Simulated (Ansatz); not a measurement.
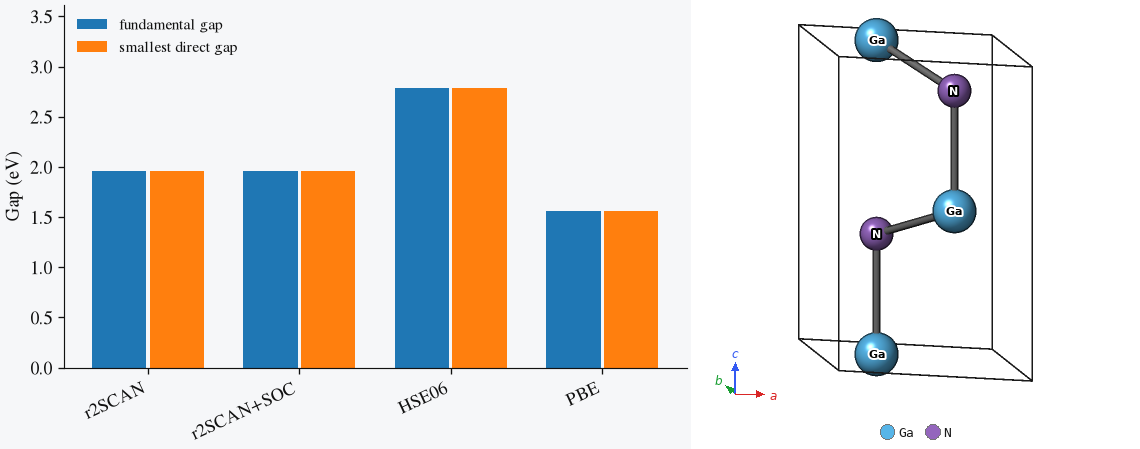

Gaps of GaN, space group P6_3mc, 4 atoms in the cell, wurtzite type, epitaxial (xy) strain +3.0%, at several levels of theory on one cell (Ansatz, plane waves and PAW; edges over the mesh and the special points).

> How does the gap depend on the level, and does its kind change?

In rising order: PBE 1.56 eV, r2SCAN 1.96 eV, r2SCAN+SOC 1.96 eV and HSE06 2.78 eV. It is direct at every level.
